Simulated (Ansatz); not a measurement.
## Run report: Rh, geometry relaxation

The run: geometry relaxation of Rh (1 atom in the cell). Method and program: DFT PBEsol, scalar-relativistic, plane waves, PAW, no spin polarisation (Ansatz 0.2.0).

The structure derives from an entry of the Crystallography Open Database. It belongs to a series of runs on one base structure; here: cell sheared at random, sigma 0.01, atoms nudged by 0.01 A; relaxed back.

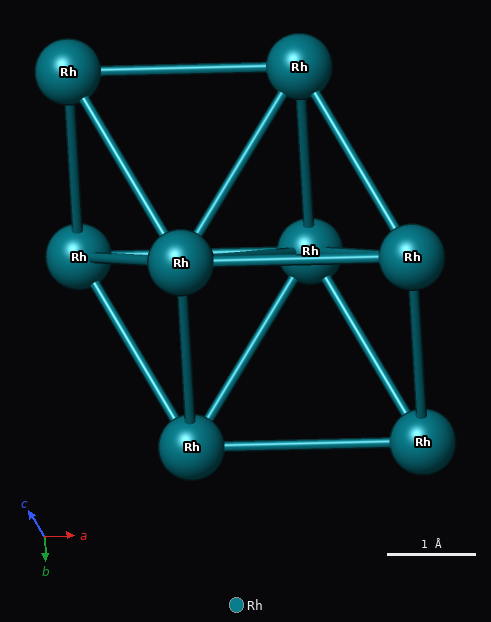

Figure 1. The starting structure (ball-and-stick view of the reduced cell, seen at an oblique angle). Near neighbours in the crystal (not all of them lie inside the picture): Rh has 12 Rh at 2.66 to 2.70 Å.

Key numbers

```tsv
quantity	value
outcome	converged
space group (tolerance 0.01 Å)	Immm (71) → Fm-3m (225)
electrons treated	17
free energy	−6338.7528 eV
Fermi energy	22.748 eV
gap on the k-point mesh	none (metallic)
pressure	0.00 GPa
final volume	13.51 Å³
largest force (length of the vector) at the end	under 0.001 eV/Å
final cell	a = 2.673 Å, b = 2.673 Å, c = 2.673 Å, α = 60.00°, β = 60.00°, γ = 60.00°
hardware	4 threads of Intel Xeon @ 2.30GHz, 28 GiB of memory available, shared host
wall time	40 s (CPU time 2 min)
peak memory	0.8 GiB
```

The input
```yaml
crystal:
  lattice:
    - [0.0079560921, 1.901913763, 1.8687985452]
    - [1.8992436715, 0.0085033702, 1.8682512671]
    - [1.9079519744, 1.9100747878, -0.0002049327]
  atoms:
    - { symbol: Rh, position: [0.0, 0.0, 0.0] }
basis:
  ecutwfc: 420
kpoints:
  mp_grid: { grid: [16, 16, 16] }
hamiltonian:
  xc: pbesol
scf:
  occupations: { method: gaussian, width: 0.15 }
output:
  forces: true
  stress: true
  eigenvalues: true
relax:
  adjacent_minimum: "off"
  f_tol: 0.01
  max_steps: 80
  cell: { stress_tol: 0.1 }
```

Launched with:
```bash
ansatz run input.yaml --threads 4 --pin off --max-ram 2560MiB --backend cpu --events-out ev --progress --plain --runs-dir out
```

Log
```
Engine: ansatz 0.2.0, x86_64-unknown-linux-gnu
Pseudopotentials: kind: paw
Pseudopotential: Rh, paw, valence charge 17, recommended cutoff 420 eV (normal), Rh.paw.azcp
Functional definition: PBEsol
  exchange = pbesol_x
  correlation = pbesol_c
Crystal: 1 atoms, lattice volume = 13.501 Å³
Basis set: ecut = 420 eV, 275 PW (Γ), exchange–correlation on 36×36×40 points (8 copies of the dense FFT grid, shifted against one another)
Bands: 13, of which v1, the nominal top of the filled ones, is band 9 counted from 1 (8 counted from 0)
Symmetry: 2 space group operations
Space group: P-1 (ITA 2), of the structure as read, at distance tolerance 2.4e-5 Å
k-points: 2052 of 4096
Non-local potential: Rh, projectors of the file, l = 0: 3, l = 1: 2, l = 2: 2, l = 3: 1
PAW form: soft (Blöchl's): semilocal exchange-correlation on the pseudo side does not see the compensation charge
PAW frozen core: Rh, regenerated for the run's functional, and the local potential with it (the file was generated under x = pbe(κ = 0.804, μ = 0.2195149727645171), c = pbe(β = 0.06672455060314922))
PAW one-centre angular grid: Rh, 590 points (default); XC on 64 Gauss nodes
Initial density: superposition of atomic densities (neutral atoms: chi_scale 0, normalization atom), corrected by the library's trained network
Initial wavefunctions: pseudopotential atomic-orbital guess
Functional: x = pbesol(κ = 0.804, μ = 0.12345679012345678), c = pbesol(β = 0.046)
SCF iter   1: F=—  HF=-6338.753035 eV  |F-HF|=—  |Δ(HF+E_count)|=         —  Δρ=9.46e-3  dr2=9.64e-3  ethr=1.77e-3  ⟨swp⟩=4.8  Hψ=145188  notcnv=0
preconditioner: auto → none  [metal: Δε(μ)=0.001 eV  Ē_g=14.183 eV  σ=0.150 eV  W_gap=0.00  n_scr=0 (ndim 8)  ℏωp=30.3 eV  f_vac=0.000  D(μ)=1.41/eV (n_scr^D=14)]
SCF iter   2: F=—  HF=-6338.750380 eV  |F-HF|=—  |Δ(HF+E_count)|=   2.66e-3  Δρ=3.66e-3  dr2=1.04e-3  ethr=5.67e-5  ⟨swp⟩=2.7  Hψ=56339  notcnv=0
SCF iter   3: F=—  HF=-6338.750085 eV  |F-HF|=—  |Δ(HF+E_count)|=   2.95e-4  Δρ=1.41e-3  dr2=4.67e-5  ethr=6.10e-6  ⟨swp⟩=2.4  Hψ=39080  notcnv=0
SCF iter   4: F=—  HF=-6338.750080 eV  |F-HF|=—  |Δ(HF+E_count)|=   4.56e-6  Δρ=9.75e-5  dr2=4.42e-7  ethr=2.75e-7  ⟨swp⟩=2.1  Hψ=44158  notcnv=0
iter 5 did not close the SCF: its close was put off for the readings that it lacked (scf_convergence_deferred on its scf_iter line)
SCF iter   5: F=-6338.750080 eV  HF=-6338.750080 eV  |F-HF|=2.93e-9  |Δ(HF+E_count)|=   9.52e-8  Δρ=2.50e-5  dr2=1.70e-8  ethr=2.60e-9  ⟨swp⟩=1.7  Hψ=37357  notcnv=0
SCF iter   6: F=-6338.750080 eV  HF=-6338.750080 eV  |F-HF|=1.04e-9  |Δ(HF+E_count)|=   6.27e-9  Δρ=7.65e-6  dr2=2.05e-9  ethr=1.00e-10  ⟨swp⟩=1.8  Hψ=83057  notcnv=0
SCF 1 converged in 6 iterations: F = -6338.750080 eV  dr2 = 2.05e-9
  greatest PAW one-centre occupation: 1.000 electrons in one spin orbital (limit 2), on the Rh atom at site 0 (counted from 0), in its partial waves of l = 0
relax step   1: F+E_penalty+E_count = -6338.75008034 eV  Δ(F+E_penalty+E_count) = +0.000e0 eV  max|allowed force component| = 0.000e0 eV/Å  Δτ_max = 0.0000 Å  P = +0.256 GPa  Ω = 13.501 Å³  (6 SCF iters, dr2 threshold 1.00e-7 eV, accepted)
Crystal: 1 atoms, lattice volume = 13.512 Å³
Basis set: ecut = 420 eV, 267 PW (Γ), exchange–correlation on 36×36×40 points (8 copies of the dense FFT grid, shifted against one another)
Initial density: handed on by an earlier stage of this run
Initial wavefunctions: those handed on with the density
iter 1 solved again at ethr=1.16e-6 eV; its pass at ethr=3.10e-3 eV (dr2=1.97e-4 eV) is discarded
SCF iter   1: F=—  HF=-6338.752518 eV  |F-HF|=—  |Δ(HF+E_count)|=         —  Δρ=2.37e-3  dr2=1.59e-4  ethr=1.16e-6  ⟨swp⟩=2.0  Hψ=202874  notcnv=0
preconditioner: auto → none  [metal: Δε(μ)=0.001 eV  Ē_g=14.197 eV  σ=0.150 eV  W_gap=0.01  n_scr=0 (ndim 8)  ℏωp=30.3 eV  f_vac=0.000  D(μ)=1.42/eV (n_scr^D=14)]
SCF iter   2: F=—  HF=-6338.752492 eV  |F-HF|=—  |Δ(HF+E_count)|=   2.58e-5  Δρ=9.14e-4  dr2=1.62e-5  ethr=9.35e-7  ⟨swp⟩=1.0  Hψ=26682  notcnv=0
SCF iter   3: F=—  HF=-6338.752499 eV  |F-HF|=—  |Δ(HF+E_count)|=   6.25e-6  Δρ=2.68e-4  dr2=1.35e-6  ethr=9.52e-8  ⟨swp⟩=1.0  Hψ=26676  notcnv=0
SCF iter   4: F=-6338.752499 eV  HF=-6338.752499 eV  |F-HF|=1.57e-8  |Δ(HF+E_count)|=   7.86e-7  Δρ=1.92e-5  dr2=2.21e-8  ethr=5.88e-10  ⟨swp⟩=3.1  Hψ=97398  notcnv=0
SCF 2 converged in 4 iterations: F = -6338.752499 eV  dr2 = 2.21e-8
relax step   2: F+E_penalty+E_count = -6338.75249933 eV  Δ(F+E_penalty+E_count) = -2.419e-3 eV  max|allowed force component| = 0.000e0 eV/Å  Δτ_max = 0.0000 Å  P = -0.055 GPa  Ω = 13.512 Å³  energy of the carried Pulay correction = -5.668e-6 eV  (4 SCF iters, dr2 threshold 1.00e-7 eV, accepted)
Basis set: ecut = 420 eV, 259 PW (Γ), exchange–correlation on 36×36×40 points (8 copies of the dense FFT grid, shifted against one another)
iter 1 solved again at ethr=3.21e-7 eV; its pass at ethr=3.10e-3 eV (dr2=5.46e-5 eV) is discarded
SCF iter   1: F=—  HF=-6338.752786 eV  |F-HF|=—  |Δ(HF+E_count)|=         —  Δρ=6.33e-4  dr2=1.09e-5  ethr=3.21e-7  ⟨swp⟩=3.2  Hψ=181443  notcnv=0
preconditioner: auto → none  [metal: Δε(μ)=0.000 eV  Ē_g=14.206 eV  σ=0.150 eV  W_gap=0.00  n_scr=0 (ndim 8)  ℏωp=30.3 eV  f_vac=0.000  D(μ)=1.42/eV (n_scr^D=14)]
SCF iter   2: F=—  HF=-6338.752784 eV  |F-HF|=—  |Δ(HF+E_count)|=   1.47e-6  Δρ=2.32e-4  dr2=1.10e-6  ethr=6.43e-8  ⟨swp⟩=1.3  Hψ=31357  notcnv=0
SCF iter   3: F=-6338.752785 eV  HF=-6338.752784 eV  |F-HF|=2.80e-8  |Δ(HF+E_count)|=   2.66e-7  Δρ=6.52e-5  dr2=9.15e-8  ethr=5.88e-10  ⟨swp⟩=3.2  Hψ=100083  notcnv=0
SCF 3 converged in 3 iterations: F = -6338.752785 eV  dr2 = 9.15e-8
relax step   3: F+E_penalty+E_count = -6338.75278451 eV  Δ(F+E_penalty+E_count) = -2.852e-4 eV  max|allowed force component| = 0.000e0 eV/Å  Δτ_max = 0.0000 Å  P = -0.048 GPa  Ω = 13.512 Å³  energy of the carried Pulay correction = -5.559e-6 eV  (3 SCF iters, dr2 threshold 1.00e-7 eV, accepted)
Crystal: 1 atoms, lattice volume = 13.510 Å³
iter 1 solved again at ethr=1.15e-9 eV; its pass at ethr=3.10e-3 eV (dr2=1.96e-7 eV) is discarded
SCF iter   1: F=—  HF=-6338.752786 eV  |F-HF|=—  |Δ(HF+E_count)|=         —  Δρ=5.56e-5  dr2=1.21e-7  ethr=1.15e-9  ⟨swp⟩=2.3  Hψ=170902  notcnv=0
preconditioner: auto → none  [metal: Δε(μ)=0.000 eV  Ē_g=14.211 eV  σ=0.150 eV  W_gap=0.00  n_scr=0 (ndim 8)  ℏωp=30.3 eV  f_vac=0.000  D(μ)=1.42/eV (n_scr^D=14)]
SCF iter   2: F=-6338.752787 eV  HF=-6338.752787 eV  |F-HF|=1.97e-9  |Δ(HF+E_count)|=   4.93e-7  Δρ=2.58e-5  dr2=1.79e-8  ethr=1.76e-10  ⟨swp⟩=3.0  Hψ=97288  notcnv=0
SCF 4 converged in 2 iterations: F = -6338.752787 eV  dr2 = 1.79e-8
relax step   4: F+E_penalty+E_count = -6338.75278670 eV  Δ(F+E_penalty+E_count) = -2.187e-6 eV  max|allowed force component| = 0.000e0 eV/Å  Δτ_max = 0.0000 Å  P = -0.005 GPa  Ω = 13.510 Å³  energy of the carried Pulay correction = -4.364e-6 eV  (2 SCF iters, dr2 threshold 2.99e-8 eV, accepted)
Basis set: ecut = 420 eV, 259 PW (Γ), exchange–correlation on 36×36×36 points (8 copies of the dense FFT grid, shifted against one another)
Initial wavefunctions: pseudopotential atomic-orbital guess (no wavefunctions were taken with the density)
iter 1 solved again at ethr=1.22e-8 eV; its pass at ethr=3.10e-3 eV (dr2=2.08e-6 eV) is discarded
SCF iter   1: F=—  HF=-6338.752794 eV  |F-HF|=—  |Δ(HF+E_count)|=         —  Δρ=4.72e-5  dr2=4.89e-8  ethr=1.22e-8  ⟨swp⟩=3.2  Hψ=223844  notcnv=0
SCF iter   2: F=—  HF=-6338.752796 eV  |F-HF|=—  |Δ(HF+E_count)|=   1.52e-6  Δρ=1.98e-5  dr2=7.49e-9  ethr=2.88e-10  ⟨swp⟩=2.1  Hψ=40941  notcnv=0
SCF iter   3: F=—  HF=-6338.752796 eV  |F-HF|=—  |Δ(HF+E_count)|=   6.05e-9  Δρ=6.38e-6  dr2=1.85e-9  ethr=4.41e-11  ⟨swp⟩=2.6  Hψ=37992  notcnv=0
SCF iter   4: F=—  HF=-6338.752796 eV  |F-HF|=—  |Δ(HF+E_count)|=  9.37e-11  Δρ=1.42e-6  dr2=4.31e-11  ethr=1.09e-11  ⟨swp⟩=2.5  Hψ=39520  notcnv=0
SCF iter   5: F=-6338.752796 eV  HF=-6338.752796 eV  |F-HF|=2.73e-12  |Δ(HF+E_count)|=  4.82e-11  Δρ=1.53e-7  dr2=8.43e-13  ethr=1.00e-12  ⟨swp⟩=4.0  Hψ=86048  notcnv=0
SCF 5 converged in 5 iterations: F = -6338.752796 eV  dr2 = 8.43e-13
relax step   5: F+E_penalty+E_count = -6338.75279559 eV  Δ(F+E_penalty+E_count) = -8.894e-6 eV  max|allowed force component| = 0.000e0 eV/Å  Δτ_max = 0.0000 Å  P = -0.004 GPa  Ω = 13.510 Å³  stress off target by 7.92e-3 GPa  SCF on the basis re-selected at this cell (its energy is not comparable with the rows above)  (5 SCF iters)
```

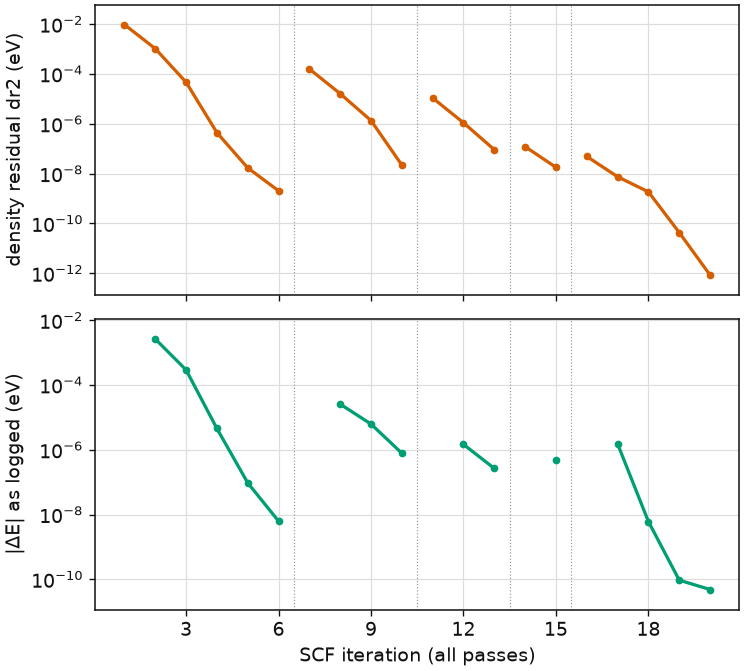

Figure 2. Convergence of the self-consistent field: density residual dr2 and size of the energy change against the SCF iteration. The dotted lines part the SCF passes of the relaxation: geometry steps, rejected trials and re-solves on a re-selected basis. The 5 passes take 2 to 6 iterations each, 20 in all.

```
basis re-selected at this cell: Δ(F+E_penalty+E_count) = -8.894e-6 eV, ΔP = +0.001 GPa vs the last step (what re-selecting the basis moved, of the pressure what is left beyond the Pulay correction that the steps carried, after the strain that the cell walked since its last selection, with what the two solves' SCF thresholds leave and, on support functions, any second-order correction that the steps lacked; it is no measure of the basis error at this ecutwfc). The dense FFT grid was sized anew with the basis: this SCF ran on 18×18×18 points, the steps before it on 18×18×20, so part of this shift can come from that change (see relax.cell in the input reference). This SCF's stress stands 7.92e-3 GPa from its target on what of the cell is left free (relax.cell.stress_tol is 1.00e-1 GPa) and its largest allowed force component is 0.00e0 eV/Å (relax.f_tol is 1.00e-2 eV/Å): within both
SCF converged after 5 iterations
Free energy (F): -6338.752796 eV
Harris-Foulkes:  -6338.752796 eV  (|F-HF|=2.73e-12)
Internal energy: -6338.736768 eV  (E = F + TS)
E sigma→0 (E₀):  -6338.744782 eV
Entropy (-TS):   -0.016028 eV (-16.028 meV/atom)
Fermi energy:    22.747781 eV
--- Per-component energies (eV) ---
  E_band       = -80.016907
  E_kinetic    = 573.728901
  E_local      = -1541.912256  (includes V_loc(G=0)·N_el)
  E_nonlocal   = 356.295059
  E_hartree    = 540.877124
  E_xc         = -220.844095
  E_vxc        = -278.275754  (∫ρ·V_xc dr)
  E_paw        = -3523.811512  (= ΣΔE_a)
  E_vpaw       = -271.607904  (= ΣTr[D̂ρ^β])
  E_aug_tail   = 0.000802  (compensation charges beyond the density's cutoff)
  E_ewald      = -2523.346990
  E_core_change = 0.276200  (= ΣΔE_core)
  E_smearing   = -0.016028  (= −TS)
  E_closure    = 0.000000  (closes the sum)
  Σ components = -6338.752796   (vs F -6338.752796, Δ=0.00e0)
--- Forces (eV/Å), atoms counted from 1 ---
  atom   1  Rh     0.00000000     0.00000000     0.00000000
  max |Σ_I F_I| component: 0.00e0 eV/Å
--- Stress (GPa, compression-positive) ---
       -0.005842      -0.001919       0.000115
       -0.001919      -0.006152      -0.000060
        0.000115      -0.000060       0.000765
  P = ⅓ Tr σ = -0.0037 GPa (-0.037 kbar)
--- Band table (eV; the first three rows and the last of 2052) ---
  k-point 0: bands = ["-56.1160", "-23.5801", "-23.5801", "-23.5800", "14.5664", "19.5683", "19.5684", "19.5686", "21.7404", "21.7408", "38.4630", "43.8831", "43.8834"]
  k-point 1: bands = ["-56.1114", "-23.6110", "-23.5842", "-23.5842", "14.7266", "19.4963", "19.6319", "19.6320", "21.7046", "21.7049", "38.6965", "43.0760", "44.1164"]
  k-point 2: bands = ["-56.0982", "-23.6985", "-23.5961", "-23.5960", "15.1796", "19.3260", "19.7904", "19.7905", "21.6364", "21.6367", "39.3039", "41.4531", "44.7941"]
  k-point 2051: bands = ["-55.9934", "-24.3648", "-23.6881", "-23.6881", "16.4342", "19.4917", "19.4920", "23.3522", "23.3524", "23.3788", "31.5189", "38.0167", "43.8348"]
--- Relaxed structure (4 steps of the walk, 4 accepted, 1 SCFs on fresh bases) ---
  F+E_penalty+E_count = -6338.75279559 eV   max|allowed force component| = 0.000e0 eV/Å   (the final SCF, on the basis selected at the relaxed cell)
  cell:  # Å, volume = 13.5097 Å³
    - [8.185404796754185e-6, 1.8903539413862545, 1.8903025363244217]
    - [1.890350837327261, 8.980826308814462e-6, 1.890301743381886]
    - [1.8903600701805905, 1.8903623795951674, -2.512914509015748e-7]
  atoms:
    - { symbol: Rh, position: [0.0, 0.0, 0.0] }
```

Trajectory as extended XYZ (Å, eV, eV/Å), 5 frames, from step=1 to step=5
```
1
Lattice="0.0080 1.9019 1.8688 1.8992 0.0085 1.8683 1.9080 1.9101 -0.0002" Properties=species:S:1:pos:R:3:forces:R:3 step=1 energy=-6338.75008 pressure_GPa=0.26
Rh    0.0000    0.0000    0.0000    0.0000   0.0000   0.0000
1
Lattice="-0.0035 1.8873 1.8962 1.8879 -0.0037 1.8964 1.8842 1.8838 0.0001" Properties=species:S:1:pos:R:3:forces:R:3 step=2 energy=-6338.75250 pressure_GPa=-0.05
Rh    0.0000    0.0000    0.0000    0.0000   0.0000   0.0000
1
Lattice="0.0003 1.8905 1.8903 1.8905 0.0003 1.8903 1.8907 1.8907 0.0000" Properties=species:S:1:pos:R:3:forces:R:3 step=3 energy=-6338.75278 pressure_GPa=-0.05
Rh    0.0000    0.0000    0.0000    0.0000   0.0000   0.0000
1
Lattice="0.0000 1.8904 1.8903 1.8904 0.0000 1.8903 1.8904 1.8904 0.0000" Properties=species:S:1:pos:R:3:forces:R:3 step=4 energy=-6338.75279 pressure_GPa=-0.01
Rh    0.0000    0.0000    0.0000    0.0000   0.0000   0.0000
1
Lattice="0.0000 1.8904 1.8903 1.8904 0.0000 1.8903 1.8904 1.8904 0.0000" Properties=species:S:1:pos:R:3:forces:R:3 step=5 energy=-6338.75280 pressure_GPa=-0.00
Rh    0.0000    0.0000    0.0000    0.0000   0.0000   0.0000
```
